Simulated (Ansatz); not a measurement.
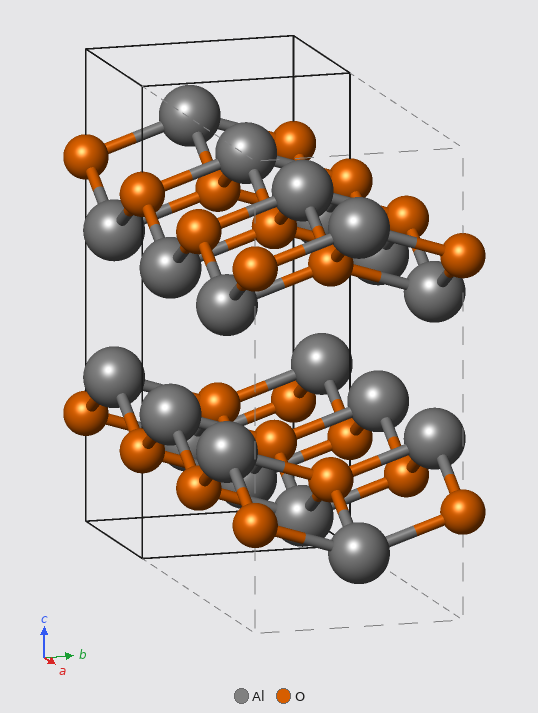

A ball-and-stick picture of a crystal structure, seen slightly off an axis. 3×1×1 cells are drawn; the solid outline is the conventional unit cell.

AlO, space group Immm (No. 71), a = 3.28 Å, b = 3.76 Å, c = 8.35 Å, α = 90.00°, β = 90.00°, γ = 90.00°.

Theory: DFT PBE, scalar-relativistic, plane waves, PAW in Ansatz 0.2.0. Numerical settings: E_cut = 420 eV, k-points about 0.21 Å⁻¹ apart, Gaussian smearing of 0.02 eV, no spin polarisation.

Question: What does the calculation say: metal or gapped?

Answer: A semiconductor at this level, with a gap of 2.10 eV on the k-mesh (the true edges may lie between mesh points, so the gap can be somewhat smaller).

It goes back to a structure type filled with these elements by a generator (whether the compound takes this form wasn't checked). Atoms and cell were optimised with DFT PBE, scalar-relativistic, plane waves, PAW (Ansatz).
